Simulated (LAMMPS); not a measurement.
# Run report: GaN, geometry relaxation

System: GaN (2 atoms in the cell).
Method: classical potential GaN.tersoff (style tersoff) (LAMMPS 22 Jul 2025 update 4).

The structure was built on a prototype by a generator. The geometry comes from this level: r2SCAN.

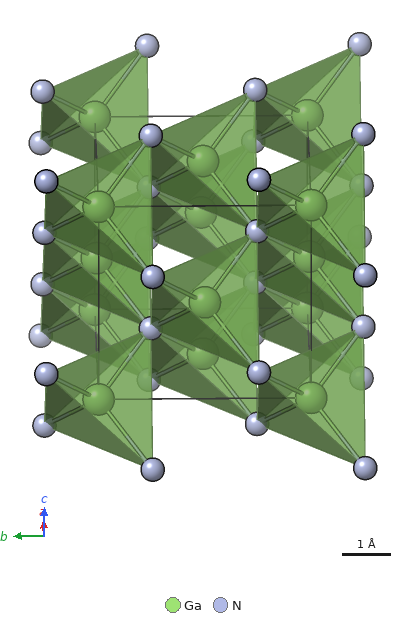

Fig. 1: The input geometry (polyhedral view of the cell 4 times as large as that of the calculation, set on its symmetry axes, seen at an oblique angle; polyhedra are completed across the faces of the cell).

**The input**
```
units metal
boundary p p p
atom_style atomic
read_data data.lmp
pair_style tersoff
pair_coeff * * GaN.tersoff Ga N
thermo_style custom step pe press pxx pyy pzz pyz pxz pxy vol fmax
thermo_modify format float %.8f
dump 1 all custom 10 dump.lmp id type x y z fx fy fz
dump_modify 1 sort id format float %.8f
thermo 10
fix 1 all box/relax tri 0.0 vmax 0.001
min_style cg
minimize 0.0 1.0e-6 400 4000
minimize 0.0 1.0e-6 400 4000
unfix 1
undump 1
write_dump all custom end.lmp id type x y z modify sort id format float %.8f
run 0
```

**File data.lmp**
```
crystal

2 atoms
2 atom types

0.0 3.18049919 xlo xhi
0.0 2.75439309 ylo yhi
0.0 2.59686671 zlo zhi
1.59024959 1.59024959 0.91813103 xy xz yz

Masses

1 69.7230
2 14.0070

Atoms

1 1 3.18049919 0.00000000 0.00000000
2 2 1.59024959 0.91813103 0.64921668
```

Machine: 1 thread of Arm Neoverse V2, 24 GiB of memory available, shared host.

Command:
```bash
lmp -in in.lmp -log none -nocite
```

**The program's output**
```
using 1 OpenMP thread(s) per MPI task
Reading data file ...
  triclinic box = (0 0 0) to (3.1804992 2.7543931 2.5968667) with tilt (1.5902496 1.5902496 0.91813103)
WARNING: Triclinic box skew is large. LAMMPS will run inefficiently. (src/src/domain.cpp:221)
  1 by 1 by 1 MPI processor grid
  reading atoms ...
  2 atoms
  read_data CPU = 0.000 seconds
Neighbor list info ...
  max neighbors/atom: 2000, page size: 100000
  master list distance cutoff = 5.1
  ghost atom cutoff = 5.1
  binsize = 2.55, bins = 3 2 2
  1 neighbor lists, perpetual/occasional/extra = 1 0 0
  (1) pair tersoff, perpetual
      attributes: full, newton on
      pair build: full/bin/atomonly
      stencil: full/bin/3d
      bin: standard
Setting up cg style minimization ...
  Unit style    : metal
  Current step  : 0
WARNING: Energy due to 6 extra global DOFs will be included in minimizer energies
 (src/src/min.cpp:222)
Per MPI rank memory allocation (min/avg/max) = 4.208 | 4.208 | 4.208 Mbytes
   Step         PotEng         Press           Pxx            Pyy            Pzz            Pyz            Pxz            Pxy           Volume          Fmax
         0  -9.05560764 836.12295260 836.11621583 836.12317894 836.12946305 -0.00166555 0.00526065 0.00743968 22.74944828 0.00000011
        10  -9.05561002 -1.76748716 -2.92310028 -0.61184472 -1.76751648 1.22101309 -0.71440439 -1.80552296 22.75859750 0.00001465
        16  -9.05561002 -0.00199597 -0.00652202 0.00245690 -0.00192278 0.00391764 0.00890929 -0.00190189 22.75857820 0.00000012
Loop time of 0.000277561 on 1 procs for 16 steps with 2 atoms

28.5% CPU use with 1 MPI tasks x 1 OpenMP threads

Minimization stats:
  Stopping criterion = force tolerance
  Energy initial, next-to-last, final =
     -9.05560764023267  -9.05561002163505  -9.05561002163507
  Force two-norm initial, final = 0.020563228 3.0351148e-07
  Force max component initial, final = 0.011872277 1.5497641e-07
  Final line search alpha, max atom move = 1 1.5497641e-07
  Iterations, force evaluations = 16 32

MPI task timing breakdown:
Section |  min time  |  avg time  |  max time  |%varavg| %total
---------------------------------------------------------------
Pair    | 0.00010267 | 0.00010267 | 0.00010267 |   0.0 | 36.99
Neigh   | 0          | 0          | 0          |   0.0 |  0.00
Comm    | 2.196e-05  | 2.196e-05  | 2.196e-05  |   0.0 |  7.91
Output  | 1.7778e-05 | 1.7778e-05 | 1.7778e-05 |   0.0 |  6.41
Modify  | 0          | 0          | 0          |   0.0 |  0.00
Other   |            | 0.0001351  |            |       | 48.69

Nlocal:              2 ave           2 max           2 min
Histogram: 1 0 0 0 0 0 0 0 0 0
Nghost:            187 ave         187 max         187 min
Histogram: 1 0 0 0 0 0 0 0 0 0
Neighs:              0 ave           0 max           0 min
Histogram: 1 0 0 0 0 0 0 0 0 0
FullNghs:           92 ave          92 max          92 min
Histogram: 1 0 0 0 0 0 0 0 0 0

Total # of neighbors = 92
Ave neighs/atom = 46
Neighbor list builds = 0
Dangerous builds = 0
Setting up cg style minimization ...
  Unit style    : metal
  Current step  : 16
WARNING: Energy due to 6 extra global DOFs will be included in minimizer energies
 (src/src/min.cpp:222)
Per MPI rank memory allocation (min/avg/max) = 5.459 | 5.459 | 5.459 Mbytes
   Step         PotEng         Press           Pxx            Pyy            Pzz            Pyz            Pxz            Pxy           Volume          Fmax
        16  -9.05561002 -0.00199597 -0.00652202 0.00245690 -0.00192278 0.00391765 0.00890929 -0.00190189 22.75857820 0.00000012
        17  -9.05561002 0.00078671 0.00345507 -0.00183809 0.00074314 0.00766061 0.00091967 -0.01020916 22.75857817 0.00000003
Loop time of 3.7868e-05 on 1 procs for 1 steps with 2 atoms

29.0% CPU use with 1 MPI tasks x 1 OpenMP threads

Minimization stats:
  Stopping criterion = force tolerance
  Energy initial, next-to-last, final =
     -9.05561002163508  -9.05561002163508  -9.05561002163508
  Force two-norm initial, final = 3.0352857e-07 2.1628419e-07
  Force max component initial, final = 1.5499711e-07 1.6745349e-07
  Final line search alpha, max atom move = 1 1.6745349e-07
  Iterations, force evaluations = 1 2

MPI task timing breakdown:
Section |  min time  |  avg time  |  max time  |%varavg| %total
---------------------------------------------------------------
Pair    | 1.0469e-05 | 1.0469e-05 | 1.0469e-05 |   0.0 | 27.65
Neigh   | 0          | 0          | 0          |   0.0 |  0.00
Comm    | 2.058e-06  | 2.058e-06  | 2.058e-06  |   0.0 |  5.43
Output  | 0          | 0          | 0          |   0.0 |  0.00
Modify  | 0          | 0          | 0          |   0.0 |  0.00
Other   |            | 2.534e-05  |            |       | 66.92

Nlocal:              2 ave           2 max           2 min
Histogram: 1 0 0 0 0 0 0 0 0 0
Nghost:            187 ave         187 max         187 min
Histogram: 1 0 0 0 0 0 0 0 0 0
Neighs:              0 ave           0 max           0 min
Histogram: 1 0 0 0 0 0 0 0 0 0
FullNghs:           92 ave          92 max          92 min
Histogram: 1 0 0 0 0 0 0 0 0 0

Total # of neighbors = 92
Ave neighs/atom = 46
Neighbor list builds = 0
Dangerous builds = 0
WARNING: No fixes with time integration, atoms won't move
Setting up Verlet run ...
  Unit style    : metal
  Current step  : 17
  Time step     : 0.001
Per MPI rank memory allocation (min/avg/max) = 3.083 | 3.083 | 3.083 Mbytes
   Step         PotEng         Press           Pxx            Pyy            Pzz            Pyz            Pxz            Pxy           Volume          Fmax
        17  -9.05561002 0.00078671 0.00345507 -0.00183809 0.00074314 0.00766061 0.00091967 -0.01020916 22.75857817 0.00000003
Loop time of 1.04e-06 on 1 procs for 0 steps with 2 atoms

0.0% CPU use with 1 MPI tasks x 1 OpenMP threads

MPI task timing breakdown:
Section |  min time  |  avg time  |  max time  |%varavg| %total
---------------------------------------------------------------
Pair    | 0          | 0          | 0          |   0.0 |  0.00
Neigh   | 0          | 0          | 0          |   0.0 |  0.00
Comm    | 0          | 0          | 0          |   0.0 |  0.00
Output  | 0          | 0          | 0          |   0.0 |  0.00
Modify  | 0          | 0          | 0          |   0.0 |  0.00
Other   |            | 1.04e-06   |            |       |100.00

Nlocal:              2 ave           2 max           2 min
Histogram: 1 0 0 0 0 0 0 0 0 0
Nghost:            187 ave         187 max         187 min
Histogram: 1 0 0 0 0 0 0 0 0 0
Neighs:              0 ave           0 max           0 min
Histogram: 1 0 0 0 0 0 0 0 0 0
FullNghs:           92 ave          92 max          92 min
Histogram: 1 0 0 0 0 0 0 0 0 0

Total # of neighbors = 92
Ave neighs/atom = 46
Neighbor list builds = 0
Dangerous builds = 0
```

**Trajectory as extended XYZ (Å, eV, eV/Å), 4 frames, from step=0 to step=17**
```
2
Lattice="3.1805 0.0000 0.0000 1.5902 2.7544 0.0000 1.5902 0.9181 2.5969" Properties=species:S:1:pos:R:3:forces:R:3 step=0 energy=-9.05561 pressure_GPa=0.08
Ga    0.0000    0.0000    0.0000    0.0000   0.0000   0.0000
N     1.5902    0.9181    0.6492    0.0000   0.0000   0.0000
2
Lattice="3.1809 0.0000 0.0000 1.5905 2.7548 0.0000 1.5905 0.9182 2.5972" Properties=species:S:1:pos:R:3:forces:R:3 step=10 energy=-9.05561 pressure_GPa=-0.00
Ga   -0.0002   -0.0002   -0.0002    0.0000   0.0000   0.0000
N     1.5903    0.9181    0.6491    0.0000   0.0000   0.0000
2
Lattice="3.1809 0.0000 0.0000 1.5905 2.7548 0.0000 1.5905 0.9183 2.5972" Properties=species:S:1:pos:R:3:forces:R:3 step=16 energy=-9.05561 pressure_GPa=-0.00
Ga   -0.0002   -0.0002   -0.0002    0.0000   0.0000   0.0000
N     1.5902    0.9181    0.6491    0.0000   0.0000   0.0000
2
Lattice="3.1809 0.0000 0.0000 1.5905 2.7548 0.0000 1.5905 0.9183 2.5972" Properties=species:S:1:pos:R:3:forces:R:3 step=17 energy=-9.05561 pressure_GPa=0.00
Ga    1.5902    2.7546   -0.0002    0.0000   0.0000   0.0000
N     1.5902    0.9181    0.6491    0.0000   0.0000   0.0000
```

**Results in brief**

```tsv
quantity	value
outcome	converged
space group (tolerance 0.01 Å)	F-43m (216)
potential energy	−9.0556 eV
pressure	0.00 GPa
final volume	22.76 Å³
final cell	a = 3.181 Å, b = 3.181 Å, c = 3.181 Å, α = 60.00°, β = 60.00°, γ = 60.00°
peak memory	0.03 GiB
```
